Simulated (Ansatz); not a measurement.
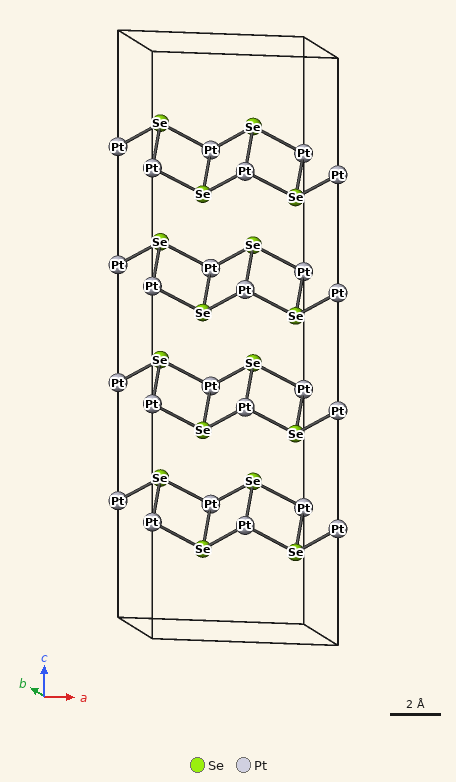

Fig. 1: The structure as given in the input (ball-and-stick view of the 2 × 1 repeat of the cell, with the vacuum cut short, seen slightly off an axis). Near neighbours in the crystal (not all of them lie inside the picture): Se has 3 Pt at 2.52 to 2.53 Å; Pt has 6 Se at 2.52 to 2.53 Å.

# Geometry relaxation of PtSe2 (part 1 of 3)

- system: PtSe2 (slab, 12 atoms in the cell)
- method: DFT PBE, scalar-relativistic, plane waves, PAW (Ansatz 0.2.0)

The structure derives from an entry of the Crystallography Open Database. The run did not end well.

### What the program printed
```
Engine: ansatz 0.2.0, x86_64-unknown-linux-gnu
Pseudopotentials: kind: paw
Pseudopotential: Se, paw, valence charge 16, recommended cutoff 420 eV (normal), Se.paw.azcp
Pseudopotential: Pt, paw, valence charge 18, recommended cutoff 420 eV (normal), Pt.paw.azcp
Functional definition: PBE
  parameter kappa = 0.804
  parameter beta = 0.06672455060314922
  exchange = pbe_x(kappa = kappa, mu = beta*pi^2/3)
  correlation = pbe_c(beta = beta)
Crystal: 12 atoms, lattice volume = 733.042 Å³
Basis set: ecut = 420 eV, 14385 PW (Γ), exchange–correlation on 54×54×810 points (8 copies of the dense FFT grid, shifted against one another)
Bands: 120, of which v1, the nominal top of the filled ones, is band 100 counted from 1 (99 counted from 0)
Symmetry: 12 space group operations
Space group: P-3m1 (ITA 164), of the structure as read, at distance tolerance 9.0e-5 Å
k-points: 19 of 144
Non-local potential: Se, projectors of the file, l = 0: 2, l = 1: 2, l = 2: 3, l = 3: 1
Non-local potential: Pt, projectors of the file, l = 0: 3, l = 1: 2, l = 2: 2, l = 3: 1
PAW form: soft (Blöchl's): semilocal exchange-correlation on the pseudo side does not see the compensation charge
PAW one-centre angular grid: Se, 590 points (default); XC on 64 Gauss nodes
PAW one-centre angular grid: Pt, 590 points (default); XC on 64 Gauss nodes
Initial density: superposition of atomic densities (neutral atoms: chi_scale 0, normalization atom), corrected by the library's trained network
Initial wavefunctions: pseudopotential atomic-orbital guess
Functional: x = pbe(κ = 0.804, μ = 0.2195149727645171), c = pbe(β = 0.06672455060314922)
SCF iter   1: F=—  HF=-93849.173670 eV  |F-HF|=—  |Δ(HF+E_count)|=         —  Δρ=2.13e-3  dr2=5.49e-2  ethr=1.77e-3  ⟨swp⟩=11.5  Hψ=12042  notcnv=0  defer=94
preconditioner: auto → LDOS  [insulator: Δε(μ)=0.184 eV  Ē_g=9.753 eV  σ=0.100 eV  W_gap=0.76  n_scr=156 (ndim 8)  ℏωp=12.9 eV  f_vac=0.663  D(μ)=2.44/eV (n_scr^D=14)  ε∞_Penn≈2.7  β→1.0]
SCF iter   2: F=—  HF=-93849.151902 eV  |F-HF|=—  |Δ(HF+E_count)|=   2.18e-2  Δρ=1.95e-3  dr2=1.34e-1  ethr=2.74e-5  ⟨swp⟩=3.8  Hψ=5778  notcnv=0  defer=223
SCF iter   3: F=—  HF=-93849.139290 eV  |F-HF|=—  |Δ(HF+E_count)|=   1.26e-2  Δρ=4.50e-4  dr2=1.22e-2  ethr=2.74e-5  ⟨swp⟩=3.0  Hψ=3209  notcnv=0  defer=223
SCF iter   4: F=—  HF=-93849.138223 eV  |F-HF|=—  |Δ(HF+E_count)|=   1.07e-3  Δρ=1.17e-4  dr2=1.49e-4  ethr=6.09e-6  ⟨swp⟩=2.7  Hψ=3046  notcnv=0  defer=223
SCF iter   5: F=—  HF=-93849.138210 eV  |F-HF|=—  |Δ(HF+E_count)|=   1.34e-5  Δρ=2.68e-5  dr2=1.37e-5  ethr=7.43e-8  ⟨swp⟩=4.0  Hψ=4282  notcnv=0  defer=223
SCF iter   6: F=—  HF=-93849.138698 eV  |F-HF|=—  |Δ(HF+E_count)|=   4.88e-4  Δρ=7.74e-6  dr2=8.48e-7  ethr=6.86e-9  ⟨swp⟩=3.3  Hψ=4018  notcnv=0  defer=189
iter 7 did not close the SCF: its close was put off until two iterations running show no level that it waits for move by more than its bar (scf_convergence_deferred on its scf_iter line)
SCF iter   7: F=-93849.138699 eV  HF=-93849.138699 eV  |F-HF|=9.54e-8  |Δ(HF+E_count)|=   1.29e-6  Δρ=1.99e-6  dr2=8.30e-8  ethr=5.00e-11  ⟨swp⟩=30.1  Hψ=27569  notcnv=0
iter 8 did not close the SCF: its close was put off until two iterations running show no level that it waits for move by more than its bar (scf_convergence_deferred on its scf_iter line)
SCF iter   8: F=-93849.138699 eV  HF=-93849.138699 eV  |F-HF|=1.90e-8  |Δ(HF+E_count)|=   1.31e-7  Δρ=6.25e-7  dr2=1.07e-8  ethr=4.15e-11  ⟨swp⟩=14.0  Hψ=18102  notcnv=0
SCF iter   9: F=-93849.138699 eV  HF=-93849.138699 eV  |F-HF|=6.27e-9  |Δ(HF+E_count)|=   2.33e-8  Δρ=1.65e-7  dr2=3.47e-10  ethr=5.37e-12  ⟨swp⟩=11.4  Hψ=16114  notcnv=0
SCF 1 converged in 9 iterations: F = -93849.138699 eV  dr2 = 3.47e-10
  greatest PAW one-centre occupation: 1.000 electrons in one spin orbital (limit 2), on the Pt atom at site 7 (counted from 0), in its partial waves of l = 0
relax step   1: F+E_penalty+E_count = -93849.13869925 eV  Δ(F+E_penalty+E_count) = +0.000e0 eV  max|allowed force component| = 1.219e-1 eV/Å  Δτ_max = 0.0000 Å  P = +6.956 N/m  Ω = 733.042 Å³  fix = [c, alpha, beta]  reactions: c +0.000 N/m  (9 SCF iters, dr2 threshold 1.00e-7 eV, accepted)
Crystal: 12 atoms, lattice volume = 765.580 Å³
Basis set: ecut = 420 eV, 14937 PW (Γ), exchange–correlation on 54×54×810 points (8 copies of the dense FFT grid, shifted against one another)
Initial density: handed on by an earlier stage of this run
Initial wavefunctions: those handed on with the density
iter 1 solved again at ethr=1.26e-4 eV; its pass at ethr=3.10e-3 eV (dr2=2.53e-1 eV) is discarded
SCF iter   1: F=—  HF=-93849.240128 eV  |F-HF|=—  |Δ(HF+E_count)|=         —  Δρ=1.15e-2  dr2=2.56e-1  ethr=1.26e-4  ⟨swp⟩=3.7  Hψ=12487  notcnv=0
preconditioner: auto → LDOS  [insulator: Δε(μ)=0.179 eV  Ē_g=9.552 eV  σ=0.100 eV  W_gap=0.69  n_scr=166 (ndim 8)  ℏωp=12.6 eV  f_vac=0.659  D(μ)=2.07/eV (n_scr^D=12)  ε∞_Penn≈2.7  β→1.0]
SCF iter   2: F=—  HF=-93849.276959 eV  |F-HF|=—  |Δ(HF+E_count)|=   3.68e-2  Δρ=2.72e-3  dr2=2.42e-1  ethr=1.26e-4  ⟨swp⟩=3.2  Hψ=5419  notcnv=0
SCF iter   3: F=—  HF=-93849.262218 eV  |F-HF|=—  |Δ(HF+E_count)|=   1.47e-2  Δρ=1.88e-3  dr2=2.56e-1  ethr=1.21e-4  ⟨swp⟩=3.3  Hψ=5646  notcnv=0  defer=8
SCF iter   4: F=—  HF=-93849.241832 eV  |F-HF|=—  |Δ(HF+E_count)|=   2.04e-2  Δρ=8.29e-4  dr2=2.34e-2  ethr=1.21e-4  ⟨swp⟩=1.9  Hψ=2828  notcnv=0  defer=16
SCF iter   5: F=—  HF=-93849.237902 eV  |F-HF|=—  |Δ(HF+E_count)|=   3.93e-3  Δρ=2.22e-4  dr2=1.96e-3  ethr=1.17e-5  ⟨swp⟩=2.9  Hψ=3454  notcnv=0  defer=17
SCF iter   6: F=—  HF=-93849.237586 eV  |F-HF|=—  |Δ(HF+E_count)|=   3.16e-4  Δρ=4.67e-5  dr2=4.82e-5  ethr=9.78e-7  ⟨swp⟩=2.9  Hψ=3718  notcnv=0  defer=17
SCF iter   7: F=—  HF=-93849.238121 eV  |F-HF|=—  |Δ(HF+E_count)|=   5.35e-4  Δρ=9.56e-6  dr2=1.32e-6  ethr=2.41e-8  ⟨swp⟩=3.7  Hψ=4835  notcnv=0  defer=35
iter 8 did not close the SCF: its close was put off until two iterations running show no level that it waits for move by more than its bar (scf_convergence_deferred on its scf_iter line)
SCF iter   8: F=-93849.238121 eV  HF=-93849.238121 eV  |F-HF|=2.84e-9  |Δ(HF+E_count)|=   3.16e-7  Δρ=2.67e-6  dr2=1.04e-7  ethr=6.00e-10  ⟨swp⟩=24.7  Hψ=28069  notcnv=0
iter 9 did not close the SCF: its close was put off until two iterations running show no level that it waits for move by more than its bar (scf_convergence_deferred on its scf_iter line)
SCF iter   9: F=-93849.238121 eV  HF=-93849.238121 eV  |F-HF|=2.84e-8  |Δ(HF+E_count)|=   5.81e-8  Δρ=1.20e-6  dr2=3.63e-8  ethr=5.21e-11  ⟨swp⟩=13.3  Hψ=18654  notcnv=0
SCF iter  10: F=-93849.238121 eV  HF=-93849.238121 eV  |F-HF|=4.86e-9  |Δ(HF+E_count)|=   8.00e-9  Δρ=3.64e-7  dr2=2.71e-9  ethr=1.81e-11  ⟨swp⟩=11.4  Hψ=17294  notcnv=0
SCF 2 converged in 10 iterations: F = -93849.238121 eV  dr2 = 2.71e-9
relax step   2: F+E_penalty+E_count = -93849.23812058 eV  Δ(F+E_penalty+E_count) = -9.942e-2 eV  max|allowed force component| = 1.618e-1 eV/Å  Δτ_max = 0.1932 Å  P = -2.782 N/m  Ω = 765.580 Å³  energy of the carried Pulay correction = -2.160e-3 eV  fix = [c, alpha, beta]  reactions: c -0.000 N/m  (10 SCF iters, dr2 threshold 1.20e-6 eV, accepted)
Crystal: 12 atoms, lattice volume = 750.380 Å³
Basis set: ecut = 420 eV, 14685 PW (Γ), exchange–correlation on 54×54×810 points (8 copies of the dense FFT grid, shifted against one another)
iter 1 solved again at ethr=1.68e-4 eV; its pass at ethr=3.10e-3 eV (dr2=3.37e-1 eV) is discarded
SCF iter   1: F=—  HF=-93849.335033 eV  |F-HF|=—  |Δ(HF+E_count)|=         —  Δρ=1.32e-2  dr2=3.35e-1  ethr=1.68e-4  ⟨swp⟩=3.3  Hψ=12457  notcnv=0
preconditioner: auto → LDOS  [insulator: Δε(μ)=0.207 eV  Ē_g=9.583 eV  σ=0.100 eV  W_gap=0.61  n_scr=166 (ndim 8)  ℏωp=12.7 eV  f_vac=0.652  D(μ)=1.79/eV (n_scr^D=12)  ε∞_Penn≈2.8  β→1.0]
SCF iter   2: F=—  HF=-93849.378124 eV  |F-HF|=—  |Δ(HF+E_count)|=   4.31e-2  Δρ=4.45e-3  dr2=2.96e-1  ethr=1.67e-4  ⟨swp⟩=3.0  Hψ=5364  notcnv=0
SCF iter   3: F=—  HF=-93849.329878 eV  |F-HF|=—  |Δ(HF+E_count)|=   4.82e-2  Δρ=2.22e-3  dr2=1.24e-1  ethr=1.48e-4  ⟨swp⟩=3.2  Hψ=5199  notcnv=0  defer=46
SCF iter   4: F=—  HF=-93849.316572 eV  |F-HF|=—  |Δ(HF+E_count)|=   1.33e-2  Δρ=8.61e-4  dr2=1.35e-2  ethr=6.21e-5  ⟨swp⟩=2.3  Hψ=3353  notcnv=0  defer=81
SCF iter   5: F=—  HF=-93849.314026 eV  |F-HF|=—  |Δ(HF+E_count)|=   2.55e-3  Δρ=2.10e-4  dr2=3.99e-4  ethr=6.74e-6  ⟨swp⟩=3.0  Hψ=3211  notcnv=0  defer=81
SCF iter   6: F=—  HF=-93849.314364 eV  |F-HF|=—  |Δ(HF+E_count)|=   3.39e-4  Δρ=6.86e-5  dr2=3.35e-5  ethr=1.99e-7  ⟨swp⟩=3.9  Hψ=4717  notcnv=0  defer=72
SCF iter   7: F=—  HF=-93849.314362 eV  |F-HF|=—  |Δ(HF+E_count)|=   2.73e-6  Δρ=1.82e-5  dr2=3.85e-6  ethr=1.67e-8  ⟨swp⟩=3.1  Hψ=4393  notcnv=0  defer=72
iter 8 did not close the SCF: its close was put off until two iterations running show no level that it waits for move by more than its bar (scf_convergence_deferred on its scf_iter line)
SCF iter   8: F=-93849.314362 eV  HF=-93849.314362 eV  |F-HF|=3.84e-8  |Δ(HF+E_count)|=   2.66e-7  Δρ=4.83e-6  dr2=2.38e-7  ethr=6.00e-10  ⟨swp⟩=26.3  Hψ=29675  notcnv=0
iter 9 did not close the SCF: its close was put off until two iterations running show no level that it waits for move by more than its bar (scf_convergence_deferred on its scf_iter line)
SCF iter   9: F=-93849.314362 eV  HF=-93849.314362 eV  |F-HF|=4.70e-8  |Δ(HF+E_count)|=   1.53e-7  Δρ=1.26e-6  dr2=1.02e-8  ethr=1.19e-10  ⟨swp⟩=13.2  Hψ=18134  notcnv=0
SCF iter  10: F=-93849.314362 eV  HF=-93849.314362 eV  |F-HF|=5.30e-9  |Δ(HF+E_count)|=   4.40e-8  Δρ=3.25e-7  dr2=2.89e-9  ethr=5.11e-12  ⟨swp⟩=11.7  Hψ=16373  notcnv=0
SCF 3 converged in 10 iterations: F = -93849.314362 eV  dr2 = 2.89e-9
  greatest PAW one-centre occupation: 1.000 electrons in one spin orbital (limit 2), on the Pt atom at site 10 (counted from 0), in its partial waves of l = 0
relax step   3: F+E_penalty+E_count = -93849.31436215 eV  Δ(F+E_penalty+E_count) = -7.624e-2 eV  max|allowed force component| = 7.921e-2 eV/Å  Δτ_max = 0.1924 Å  P = -0.089 N/m  Ω = 750.380 Å³  energy of the carried Pulay correction = -1.163e-3 eV  fix = [c, alpha, beta]  reactions: c -0.000 N/m  (10 SCF iters, dr2 threshold 1.20e-6 eV, accepted)
Crystal: 12 atoms, lattice volume = 743.724 Å³
Basis set: ecut = 420 eV, 14553 PW (Γ), exchange–correlation on 54×54×810 points (8 copies of the dense FFT grid, shifted against one another)
iter 1 solved again at ethr=2.27e-4 eV; its pass at ethr=3.10e-3 eV (dr2=4.54e-1 eV) is discarded
SCF iter   1: F=—  HF=-93849.373362 eV  |F-HF|=—  |Δ(HF+E_count)|=         —  Δρ=1.58e-2  dr2=4.52e-1  ethr=2.27e-4  ⟨swp⟩=3.3  Hψ=12062  notcnv=0
preconditioner: auto → LDOS  [metal: Δε(μ)=0.077 eV  Ē_g=9.577 eV  σ=0.100 eV  W_gap=0.41  n_scr=166 (ndim 8)  ℏωp=12.8 eV  f_vac=0.645  D(μ)=1.16/eV (n_scr^D=10)  β→1.0]
SCF iter   2: F=—  HF=-93849.445580 eV  |F-HF|=—  |Δ(HF+E_count)|=   7.22e-2  Δρ=5.36e-3  dr2=4.56e-1  ethr=2.26e-4  ⟨swp⟩=3.1  Hψ=5438  notcnv=0
SCF iter   3: F=—  HF=-93849.378822 eV  |F-HF|=—  |Δ(HF+E_count)|=   6.68e-2  Δρ=3.05e-3  dr2=1.85e-1  ethr=2.26e-4  ⟨swp⟩=3.0  Hψ=5169  notcnv=0  defer=36
SCF iter   4: F=—  HF=-93849.357710 eV  |F-HF|=—  |Δ(HF+E_count)|=   2.11e-2  Δρ=1.06e-3  dr2=2.56e-2  ethr=9.25e-5  ⟨swp⟩=2.3  Hψ=3331  notcnv=0  defer=86
SCF iter   5: F=—  HF=-93849.353576 eV  |F-HF|=—  |Δ(HF+E_count)|=   4.13e-3  Δρ=2.97e-4  dr2=1.52e-3  ethr=1.28e-5  ⟨swp⟩=3.0  Hψ=3135  notcnv=0  defer=86
SCF iter   6: F=—  HF=-93849.353239 eV  |F-HF|=—  |Δ(HF+E_count)|=   3.37e-4  Δρ=1.08e-4  dr2=7.35e-5  ethr=7.62e-7  ⟨swp⟩=3.2  Hψ=4306  notcnv=0  defer=86
SCF iter   7: F=—  HF=-93849.353726 eV  |F-HF|=—  |Δ(HF+E_count)|=   4.87e-4  Δρ=3.82e-5  dr2=2.94e-5  ethr=3.68e-8  ⟨swp⟩=3.6  Hψ=4579  notcnv=0  defer=80
SCF iter   8: F=—  HF=-93849.353725 eV  |F-HF|=—  |Δ(HF+E_count)|=   1.62e-6  Δρ=1.06e-5  dr2=1.53e-6  ethr=1.47e-8  ⟨swp⟩=3.0  Hψ=3244  notcnv=0  defer=83
iter 9 did not close the SCF: its close was put off until two iterations running show no level that it waits for move by more than its bar (scf_convergence_deferred on its scf_iter line)
SCF iter   9: F=-93849.353725 eV  HF=-93849.353725 eV  |F-HF|=1.14e-7  |Δ(HF+E_count)|=   3.63e-7  Δρ=2.94e-6  dr2=6.15e-8  ethr=1.96e-10  ⟨swp⟩=25.8  Hψ=26410  notcnv=0
iter 10 did not close the SCF: its close was put off until two iterations running show no level that it waits for move by more than its bar (scf_convergence_deferred on its scf_iter line)
SCF iter  10: F=-93849.353725 eV  HF=-93849.353725 eV  |F-HF|=2.22e-8  |Δ(HF+E_count)|=   1.24e-7  Δρ=7.89e-7  dr2=5.73e-9  ethr=3.07e-11  ⟨swp⟩=12.6  Hψ=16839  notcnv=0
SCF iter  11: F=-93849.353725 eV  HF=-93849.353725 eV  |F-HF|=6.52e-9  |Δ(HF+E_count)|=   2.14e-8  Δρ=2.47e-7  dr2=8.36e-10  ethr=2.87e-12  ⟨swp⟩=11.6  Hψ=15927  notcnv=0
SCF 4 converged in 11 iterations: F = -93849.353725 eV  dr2 = 8.36e-10
relax step   4: F+E_penalty+E_count = -93849.35372503 eV  Δ(F+E_penalty+E_count) = -3.936e-2 eV  max|allowed force component| = 4.039e-2 eV/Å  Δτ_max = 0.1973 Å  P = +0.300 N/m  Ω = 743.724 Å³  energy of the carried Pulay correction = -7.196e-4 eV  fix = [c, alpha, beta]  reactions: c +0.000 N/m  (11 SCF iters, dr2 threshold 3.92e-7 eV, accepted)
Crystal: 12 atoms, lattice volume = 740.252 Å³
Basis set: ecut = 420 eV, 14517 PW (Γ), exchange–correlation on 54×54×810 points (8 copies of the dense FFT grid, shifted against one another)
iter 1 solved again at ethr=1.99e-4 eV; its pass at ethr=3.10e-3 eV (dr2=3.97e-1 eV) is discarded
```
